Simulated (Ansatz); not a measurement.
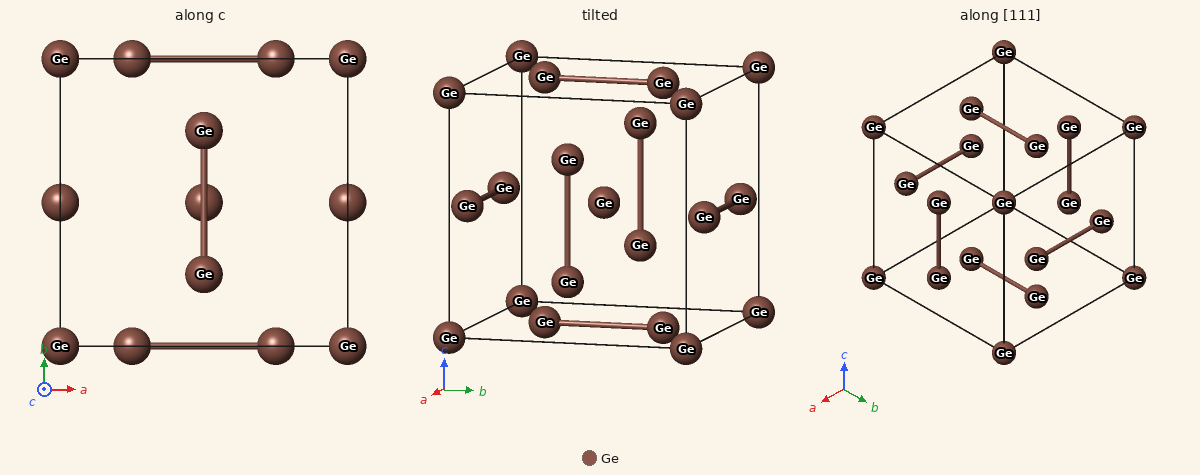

Crystal structure, ball-and-stick style, seen along the c axis, slightly off an axis and along [111]. The parallelepiped is the conventional unit cell.

The cell is given by a = 5.37 Å, b = 5.37 Å, c = 5.37 Å, α = 90.00°, β = 90.00°, γ = 90.00°.

How many atoms make up the cell?

8 (germanium), counting shared atoms by their share.

Which of the 230 space groups is it?

Pm-3n (No. 223), with Ge on 2a and Ge on 6c.

What structure family is shown?

Β-tungsten (A15) type.

Starting structure: a textbook structure type filled with this element (whether it is the usual form wasn't checked). A relaxation with DFT r2SCAN, scalar-relativistic, plane waves, PAW in Ansatz 0.2.0 gave the geometry drawn.
